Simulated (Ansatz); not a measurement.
Band-structure calculation of GaN

The run: band-structure calculation of GaN (P6₃mc, 4 atoms in the cell). Method and program: DFT, r2SCAN, plane waves, PAW, no spin polarisation (Ansatz 0.2.0).

The structure was built on a prototype by a generator. The geometry comes from this level: r2SCAN (a point of a series of strains). Figures and captions count atoms from 1; the log counts them from 0 in places.

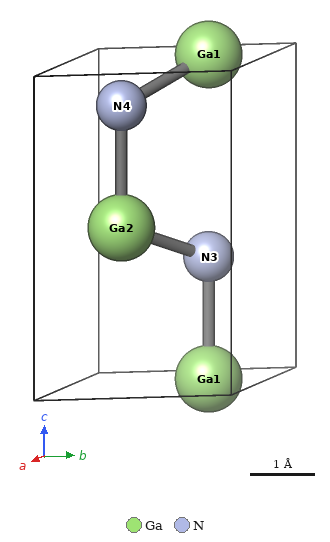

**Figure 1.** The input geometry (ball-and-stick view of the cell of the calculation, seen slightly off an axis; atoms are numbered from 1 in the order of the input).

**Input file**
```yaml
crystal:
  lattice:
    - [3.1831493761, 0.0, 0.0]
    - [-1.591574688, 2.7566882238, 0.0]
    - [0.0, 0.0, 5.1836252293]
  atoms:
    - { symbol: Ga, position: [0.3333333333, 0.6666666667, -0.0008868111] }
    - { symbol: Ga, position: [0.6666666667, 0.3333333333, 0.4991131889] }
    - { symbol: "N", position: [0.3333333333, 0.6666666667, 0.3758868111] }
    - { symbol: "N", position: [0.6666666667, 0.3333333333, 0.8758868111] }
kpoints:
  mp_grid: { grid: [12, 12, 6] }
  band_path:
    path:
      - [0.0, 0.0, 0.0]
      - [0.5, 0.0, 0.0]
      - [0.3333333333, 0.3333333333, 0.0]
      - [0.0, 0.0, 0.5]
      - [0.5, 0.0, 0.5]
      - [0.3333333333, 0.3333333333, 0.5]
    npoints: 1
hamiltonian:
  xc: r2scan
scf:
  occupations: { method: fixed }
  n_extra_bands: 5
output:
  forces: true
  stress: true
  eigenvalues: true
  write_density: true
  write_potential: true
  elf: true
  volumetric_format: npy
```

Launched with:
```bash
ansatz run input.yaml --threads 2 --pin off --max-ram 20275MiB --backend cpu --events-out ev --progress --plain --runs-dir out
```

**What the program printed**
```
scf.n_extra_bands = 5 over 18 filled bands (N_el = 36.0): the run solves 23 bands
Engine: ansatz 0.2.0, x86_64-unknown-linux-gnu
Pseudopotentials: kind: paw
Pseudopotential: Ga, paw, valence charge 13, recommended cutoff 500 eV (meta_gga), Ga.paw.azcp
Pseudopotential: N, paw, valence charge 5, recommended cutoff 500 eV (meta_gga), N.paw.azcp
Functional definition: r2SCAN
  parameter k0 = 0.174
  parameter k1 = 0.065
  parameter a1 = 4.9479
  exchange = r2scan_x(k0 = k0, k1 = k1, a1 = a1)
  correlation = r2scan_c
Crystal: 4 atoms, lattice volume = 45.486 Å³
Basis set: ecut = 500 eV, 1129 PW (Γ), exchange–correlation on 96×96×160 points (64 copies of the dense FFT grid, shifted against one another)
Bands: 23, of which v1, the nominal top of the filled ones, is band 18 counted from 1 (17 counted from 0)
Symmetry: 12 space group operations
Space group: P63mc (ITA 186), of the structure as read, at distance tolerance 3.6e-5 Å
k-points: 76 of 864 (time reversal used)
Non-local potential: Ga, projectors of the file, l = 0: 2, l = 1: 2, l = 2: 3, l = 3: 1
Non-local potential: N, projectors of the file, l = 0: 2, l = 1: 2, l = 2: 1
PAW form: soft (Blöchl's): semilocal exchange-correlation on the pseudo side does not see the compensation charge
PAW frozen core: Ga, regenerated for the run's functional (the file was generated under x = pbe(κ = 0.804, μ = 0.2195149727645171), c = pbe(β = 0.06672455060314922))
PAW frozen core: N, regenerated for the run's functional (the file was generated under x = pbe(κ = 0.804, μ = 0.2195149727645171), c = pbe(β = 0.06672455060314922))
PAW one-centre angular grid: Ga, 590 points (default); XC on 160 Gauss nodes
PAW one-centre angular grid: N, 302 points (default); XC on 160 Gauss nodes
Initial density: superposition of atomic densities (neutral atoms: chi_scale 0, normalization atom), corrected by the library's trained network
Initial wavefunctions: pseudopotential atomic-orbital guess
Functional: x = r2scan, c = r2scan; τ floored in thin density (d = 2e-4 eV/Å³)
SCF iter   1: F=—  HF=-8352.711594 eV  |F-HF|=—  |Δ(HF+E_count)|=         —  Δρ=1.25e-2  dr2=2.67e-2  dr2_τ=1.92e-1  ethr=1.77e-3  ⟨swp⟩=4.2  Hψ=6205  notcnv=0  defer=148
preconditioner: auto → Resta (q_TF=auto, 2.624 Å⁻¹)  ε∞=4.3  [insulator: Δε(μ)=2.312 eV  Ē_g=18.302 eV  n_scr=22 (ndim 8)  ℏωp=33.0 eV  f_vac=0.008  ε∞_Penn≈4.3]
SCF iter   2: F=—  HF=-8352.774929 eV  |F-HF|=—  |Δ(HF+E_count)|=   6.33e-2  Δρ=5.84e-3  dr2=9.42e-3  dr2_τ=3.15e-4  ethr=7.41e-5  ⟨swp⟩=2.8  Hψ=3955  notcnv=0  defer=221
SCF iter   3: F=—  HF=-8352.774399 eV  |F-HF|=—  |Δ(HF+E_count)|=   5.31e-4  Δρ=3.68e-3  dr2=2.61e-3  dr2_τ=8.86e-5  ethr=2.62e-5  ⟨swp⟩=3.0  Hψ=3058  notcnv=0  defer=225
SCF iter   4: F=—  HF=-8352.774421 eV  |F-HF|=—  |Δ(HF+E_count)|=   2.24e-5  Δρ=2.90e-4  dr2=2.16e-5  dr2_τ=8.54e-6  ethr=7.26e-6  ⟨swp⟩=3.0  Hψ=3027  notcnv=0  defer=225
SCF iter   5: F=—  HF=-8352.774446 eV  |F-HF|=—  |Δ(HF+E_count)|=   2.51e-5  Δρ=1.31e-4  dr2=3.89e-6  dr2_τ=4.51e-7  ethr=6.00e-8  ⟨swp⟩=2.0  Hψ=2908  notcnv=0  defer=80
SCF iter   6: F=—  HF=-8352.774451 eV  |F-HF|=—  |Δ(HF+E_count)|=   4.40e-6  Δρ=3.98e-5  dr2=7.53e-7  dr2_τ=3.48e-8  ethr=1.08e-8  ⟨swp⟩=2.7  Hψ=3040  notcnv=0  defer=88
SCF iter   7: F=—  HF=-8352.774451 eV  |F-HF|=—  |Δ(HF+E_count)|=   5.07e-8  Δρ=1.75e-5  dr2=1.36e-7  dr2_τ=9.49e-9  ethr=2.09e-9  ⟨swp⟩=2.1  Hψ=2997  notcnv=0  defer=86
SCF iter   8: F=-8352.774451 eV  HF=-8352.774451 eV  |F-HF|=1.81e-8  |Δ(HF+E_count)|=   2.13e-8  Δρ=8.30e-6  dr2=3.09e-8  dr2_τ=5.74e-10  ethr=2.78e-10  ⟨swp⟩=11.9  Hψ=11770  notcnv=0
SCF 1 converged in 8 iterations: F = -8352.774451 eV  dr2 = 3.09e-8
  greatest PAW one-centre occupation: 0.995 electrons in one spin orbital (limit 2), on the Ga atom at site 1 (counted from 0), in its partial waves of l = 2
```

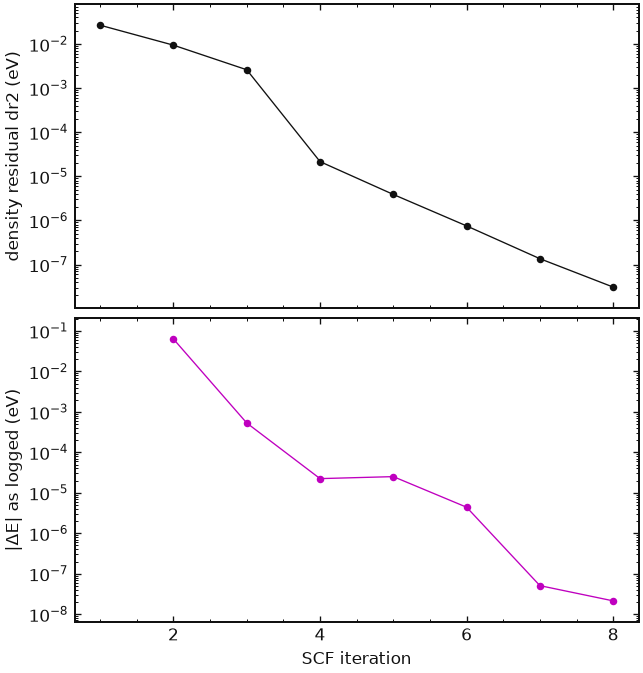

**Figure 2.** Convergence of the self-consistent field: density residual dr2 and size of the energy change against the SCF iteration. The residual falls at every step.

```
NSCF: frozen V_eff on 6 k-points
SCF converged after 8 iterations
Free energy (F): -8352.774451 eV
Harris-Foulkes:  -8352.774451 eV  (|F-HF|=1.81e-8)
Internal energy: -8352.774451 eV  (E = F + TS)
E sigma→0 (E₀):  -8352.774451 eV
Fermi energy:    9.486125 eV
--- Per-component energies (eV) ---
  E_band       = -29.669498
  E_kinetic    = 494.362721
  E_local      = -3904.081021  (includes V_loc(G=0)·N_el)
  E_nonlocal   = 952.976961
  E_hartree    = 1801.783535
  E_xc         = -243.547661
  E_vxc        = -287.263775  (∫ρ·V_xc dr)
  E_paw        = -4274.771290  (= ΣΔE_a)
  E_vpaw       = -904.916306  (= ΣTr[D̂ρ^β])
  E_aug_tail   = -0.000045  (compensation charges beyond the density's cutoff)
  E_vtau       = 15.681737  (kinetic-family band-sum trace: ∫τ·v_τ [+ j·A + Jᵃ·Aᵃ] dr)
  E_ewald      = -3178.132380
  E_core_change = -1.365269  (= ΣΔE_core)
  E_smearing   = -0.000000  (= −TS)
  E_closure    = -0.000000  (closes the sum)
  Σ components = -8352.774451   (vs F -8352.774451, Δ=0.00e0)
--- Forces (eV/Å), atoms counted from 1 ---
  atom   1  Ga     0.00000000     0.00000000    -0.00031347
  atom   2  Ga    -0.00000000    -0.00000000    -0.00031347
  atom   3  N      0.00000000     0.00000000     0.00032807
  atom   4  N     -0.00000000     0.00000000     0.00032807
  max |Σ_I F_I| component: 2.92e-5 eV/Å
--- Stress (GPa, compression-positive) ---
       -0.006580       0.000000      -0.000000
        0.000000      -0.006580       0.000000
       -0.000000       0.000000       0.001488
  P = ⅓ Tr σ = -0.0039 GPa (-0.039 kbar)
--- Band table (eV; the first three rows and the last of 76) ---
  k-point 0: bands = ["-7.3244", "-6.3461", "-4.4047", "-4.3894", "-4.3894", "-4.3221", "-4.3221", "-4.1097", "-4.1097", "-4.0124", "-4.0124", "-2.8753", "2.2937", "8.4187", "8.4187", "9.4501", "9.4861", "9.4861", "11.8367", "14.3204", "19.4569", "20.0857", "20.0857"]
  k-point 1: bands = ["-7.2439", "-6.3865", "-4.3874", "-4.3874", "-4.3805", "-4.3290", "-4.3290", "-4.1010", "-4.1010", "-4.0169", "-4.0169", "-3.1346", "2.7948", "8.4870", "8.4870", "8.6490", "9.4114", "9.4114", "12.5109", "14.3737", "19.2497", "20.1148", "20.1148"]
  k-point 2: bands = ["-7.0278", "-6.5198", "-4.3798", "-4.3798", "-4.3459", "-4.3459", "-4.2849", "-4.0789", "-4.0789", "-4.0305", "-4.0305", "-3.6413", "4.0160", "7.1696", "8.6758", "8.6758", "9.2096", "9.2096", "13.5536", "14.4514", "18.8223", "19.2549", "20.2610"]
  k-point 75: bands = ["-6.1577", "-6.1577", "-4.2545", "-4.2545", "-4.2392", "-4.2392", "-4.0893", "-4.0893", "-4.0708", "-4.0708", "-2.4642", "-2.4642", "3.2348", "3.2348", "5.1876", "5.1876", "7.9612", "7.9612", "16.5185", "16.5185", "17.3668", "17.3668", "19.3512"]
```

**File bands.tsv**
```
# k_distance	band_0	band_1	band_2	band_3	band_4	band_5	band_6	band_7	band_8	band_9	band_10	band_11	band_12	band_13	band_14	band_15	band_16	band_17	band_18	band_19	band_20	band_21	band_22
# fermi_ev = 9.486125
# lock_threshold_ev = 1e-6
# [0, 0, 0] at k_distance = 0.000000
# [0.5, 0, 0] at k_distance = 1.139626
# [0.3333333333, 0.3333333333, 0] at k_distance = 1.797589
# [0, 0, 0.5] at k_distance = 3.246372
# [0.5, 0, 0.5] at k_distance = 4.385997
# [0.3333333333, 0.3333333333, 0.5] at k_distance = 5.043961
# levels_relative_to = fermi_ev
# free_energy_ev = -8352.774451
# largest_residual_norms_ev = 2.617e-4 1.859e-4 5.157e-4 9.023e-4 9.554e-4 1.276e-3 5.621e-4 5.400e-4 7.344e-4 9.793e-4 1.166e-3 1.183e-3 3.198e-4 6.557e-4 9.497e-4 9.429e-4 1.304e-3 1.464e-3 1.480e-3 1.582e-3 5.462e-4 7.237e-4 7.341e-4
0.000000	-16.810480	-15.832246	-13.890839	-13.875511	-13.875511	-13.808251	-13.808251	-13.595855	-13.595855	-13.498544	-13.498544	-12.361450	-7.192430	-1.067418	-1.067418	-0.036063	0.000000	0.000000	2.350619	4.834267	9.970732	10.599527	10.599527
1.139626	-15.845865	-15.637910	-13.816556	-13.792249	-13.682848	-13.638705	-13.605020	-13.592428	-13.507879	-13.470238	-12.455772	-11.968017	-6.575927	-5.390869	-4.295057	-2.833633	-2.239581	-1.032027	5.591015	6.135595	6.563731	9.377793	11.067159
1.797589	-15.688726	-15.688726	-13.865151	-13.658695	-13.658695	-13.634222	-13.611225	-13.611225	-13.565719	-13.518207	-11.956400	-11.956400	-5.418688	-5.418688	-5.413608	-3.047699	-3.047699	-2.803180	5.605118	8.550873	8.550873	9.066654	10.600369
3.246372	-16.238700	-16.238700	-13.851295	-13.851295	-13.851295	-13.851295	-13.541697	-13.541697	-13.538765	-13.538765	-13.538765	-13.538765	-3.928571	-3.928571	-0.546666	-0.546666	-0.546666	-0.546666	4.780439	4.780439	9.195758	9.195758	11.120194
4.385997	-15.691816	-15.691816	-13.811615	-13.811615	-13.692740	-13.692740	-13.572822	-13.572822	-13.499065	-13.499065	-12.256393	-12.256393	-6.717077	-6.717077	-2.006172	-2.006172	-1.951014	-1.951014	4.902865	4.902865	8.436732	8.436732	10.773469
5.043961	-15.643791	-15.643791	-13.740672	-13.740672	-13.725309	-13.725309	-13.575456	-13.575456	-13.556888	-13.556888	-11.950293	-11.950293	-6.251281	-6.251281	-4.298494	-4.298494	-1.524900	-1.524900	7.032393	7.032393	7.880654	7.880654	9.865116
```

**File rho_z.tsv**
```
# z_ang	rho[e/angstrom^3]
# format = ansatz-planar-average/11
# lattice	3.183149376	-0.000000000	0.000000000
# lattice	-1.591574688	2.756688224	0.000000000
# lattice	0.000000000	0.000000000	5.183625229
# sites	4
# site	31	0.000000000	1.837792149	-0.004596896
# site	31	1.591574688	0.918896075	2.587215718
# site	7	0.000000000	1.837792149	1.948456357
# site	7	1.591574688	0.918896075	4.540268972
0.000000	2.193358e0
0.129591	1.813033e0
0.259181	1.154413e0
0.388772	6.281226e-1
0.518363	3.484432e-1
0.647953	2.273553e-1
0.777544	1.788368e-1
0.907134	1.663291e-1
1.036725	1.784680e-1
1.166316	2.131707e-1
1.295906	2.723103e-1
1.425497	3.594232e-1
1.555088	4.708896e-1
1.684678	5.884247e-1
1.814269	6.932446e-1
1.943859	7.866670e-1
2.073450	9.001090e-1
2.203041	1.115726e0
2.332631	1.524441e0
2.462222	2.016262e0
2.591813	2.193358e0
2.721403	1.813033e0
2.850994	1.154413e0
2.980585	6.281226e-1
3.110175	3.484432e-1
3.239766	2.273553e-1
3.369356	1.788368e-1
3.498947	1.663291e-1
3.628538	1.784680e-1
3.758128	2.131707e-1
3.887719	2.723103e-1
4.017310	3.594232e-1
4.146900	4.708896e-1
4.276491	5.884247e-1
4.406081	6.932446e-1
4.535672	7.866670e-1
4.665263	9.001090e-1
4.794853	1.115726e0
4.924444	1.524441e0
5.054035	2.016262e0
```

**File v_z.tsv**
```
# z_ang	v_es[eV]	v_tot[eV]
# format = ansatz-planar-average/11
# xc	r2scan
# density_cutoff_ev	2000
# datasets	Ga=:simpson_from_first_knot:soft:shift=0	N=:simpson_from_first_knot:soft:shift=0
# lattice	3.183149376	-0.000000000	0.000000000
# lattice	-1.591574688	2.756688224	0.000000000
# lattice	0.000000000	0.000000000	5.183625229
# sites	4
# site	31	0.000000000	1.837792149	-0.004596896
# site	31	1.591574688	0.918896075	2.587215718
# site	7	0.000000000	1.837792149	1.948456357
# site	7	1.591574688	0.918896075	4.540268972
0.000000	2.803322e0	-1.047247e1
0.129591	3.629904e0	-8.817195e0
0.259181	4.227396e0	-7.323790e0
0.388772	5.011854e0	-5.523969e0
0.518363	6.089887e0	-3.348500e0
0.647953	7.496755e0	-1.227406e0
0.777544	9.103913e0	6.242302e-1
0.907134	1.056303e1	2.286347e0
1.036725	1.148701e1	3.048837e0
1.166316	1.179638e1	2.784356e0
1.295906	1.124722e1	1.573916e0
1.425497	9.647743e0	-9.395403e-1
1.555088	7.286114e0	-4.291743e0
1.684678	4.502027e0	-7.911197e0
1.814269	1.788825e0	-1.131378e1
1.943859	-2.100054e-1	-1.391513e1
2.073450	-1.095925e0	-1.520808e1
2.203041	-8.702816e-1	-1.525390e1
2.332631	1.656444e-1	-1.416700e1
2.462222	1.544857e0	-1.235190e1
2.591813	2.803322e0	-1.047247e1
2.721403	3.629904e0	-8.817195e0
2.850994	4.227396e0	-7.323790e0
2.980585	5.011854e0	-5.523969e0
3.110175	6.089887e0	-3.348500e0
3.239766	7.496755e0	-1.227406e0
3.369356	9.103913e0	6.242302e-1
3.498947	1.056303e1	2.286347e0
3.628538	1.148701e1	3.048837e0
3.758128	1.179638e1	2.784356e0
3.887719	1.124722e1	1.573916e0
4.017310	9.647743e0	-9.395403e-1
4.146900	7.286114e0	-4.291743e0
4.276491	4.502027e0	-7.911197e0
4.406081	1.788825e0	-1.131378e1
4.535672	-2.100054e-1	-1.391513e1
4.665263	-1.095925e0	-1.520808e1
4.794853	-8.702816e-1	-1.525390e1
4.924444	1.656444e-1	-1.416700e1
5.054035	1.544857e0	-1.235190e1
```

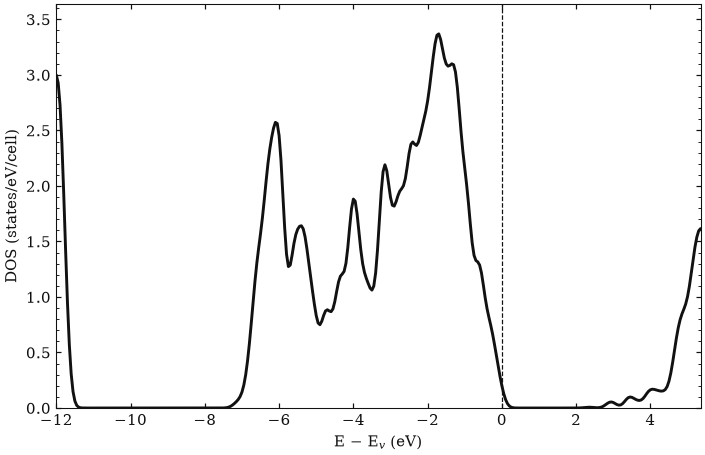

**Figure 3.** Density of states (the curve is built from the levels of the k mesh with Gaussians 0.3 eV wide, which also blur the band edges), with energies from the valence-band top. There is a gap of 2.35 eV on the k-point mesh. Small ripples come from the finite k-point mesh.

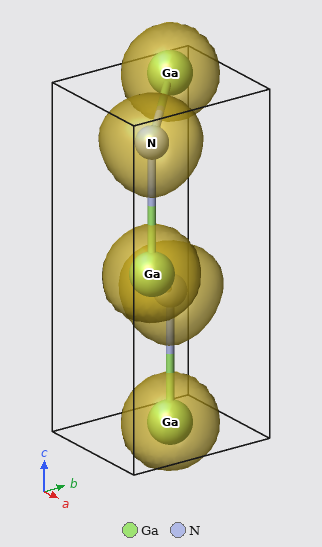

**Figure 4.** Isosurface of the valence electron density at 1 e/Å³ (yellow), seen slightly off an axis. Sticks mark near contacts. The outline is the cell set on symmetry axes. At this value the density breaks into separate islands; it holds about 70 % of the electrons treated as valence (semicore included). It is pinched off along the Ga–N (1.95 Å) contacts. On the grid the lowest density along these lines, outside the cores, is 0.73 e/Å³ (Ga–N, 1.95 Å). In a PAW calculation such maps are meaningful between the atoms, not at the nuclei.

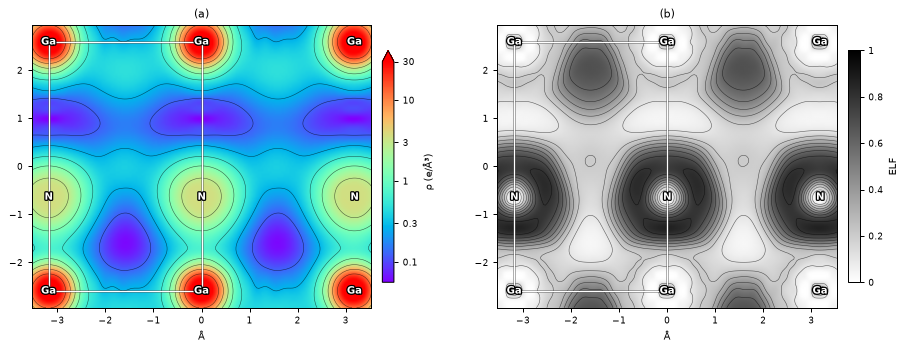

**Figure 5.** (a) valence pseudo-density; (b) electron localisation function on the (010) plane of the conventional cell. Atoms in the plane: Ga and N. Ga–N (1.95 Å): the density is about 0.76 e/Å³ at the midpoint; the ELF is about 0.50 at the midpoint. Away from the nuclei the density in this plane falls to 0.06 e/Å³ at its lowest.

**Key numbers**

| quantity | value |
| --- | --- |
| outcome | converged |
| space group (tolerance 0.01 Å) | P6₃mc (186) |
| electrons treated | 36 |
| free energy | −8352.7745 eV |
| Fermi energy | 9.486 eV |
| gap on the k-point mesh | 2.35 eV |
| pressure | 0.00 GPa |
| largest force (length of the vector) | under 0.001 eV/Å |
| hardware | 2 threads of AMD EPYC (Zen 3), 144 GiB of memory available, shared host |
| wall time | 7.7 s (CPU time 15 s) |
| peak memory | 0.71 GiB |
